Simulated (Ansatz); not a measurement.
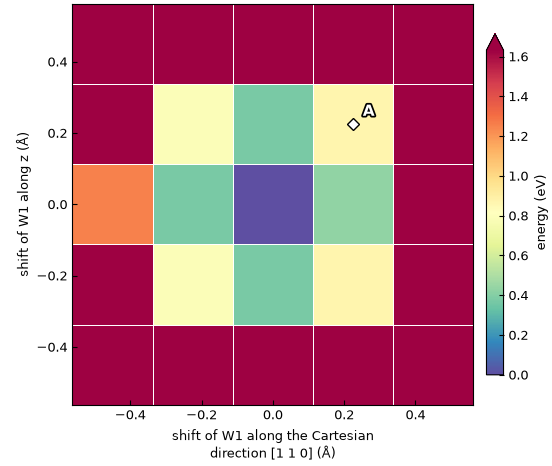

WC (P-6m2, No. 187; 2 atoms in the cell). Atom W1 is moved over a plane while all other atoms and the cell stay fixed (its periodic images move with it) (x along [1 0 0], y along [1 2 0], z along [0 0 1] of the conventional cell). Coordinates scanned: (1) shift of W1 along the Cartesian direction [1 1 0]; (2) shift of W1 along z. The scan uses a 5 × 5 grid; 15 points were computed and 10 follow by symmetry. Points are written as (first, second). Energies are in eV per cell, from the lowest grid point. The reference cell is the one listed in the database, not relaxed at this level. The k-mesh is coarse, so small energy differences aren't converged. Method: Ansatz 0.2.0, DFT PBEsol, scalar-relativistic, plane waves, PAW. Settings: cutoff 420 eV, k-mesh 6×6×6 (coarse), gaussian smearing 0.15 eV, no spin polarisation.

In the figure: one coloured cell a grid point, one colour for all values above the top of the scale, the point A.

### Is A at rest? If not, where is it pushed?

A, at (0.225 Å, 0.225 Å), is not a stationary point. The computed force is 6.1 eV/Å in the plane, pointing down and left in the picture (components −4.6 and −4.1 eV/Å).
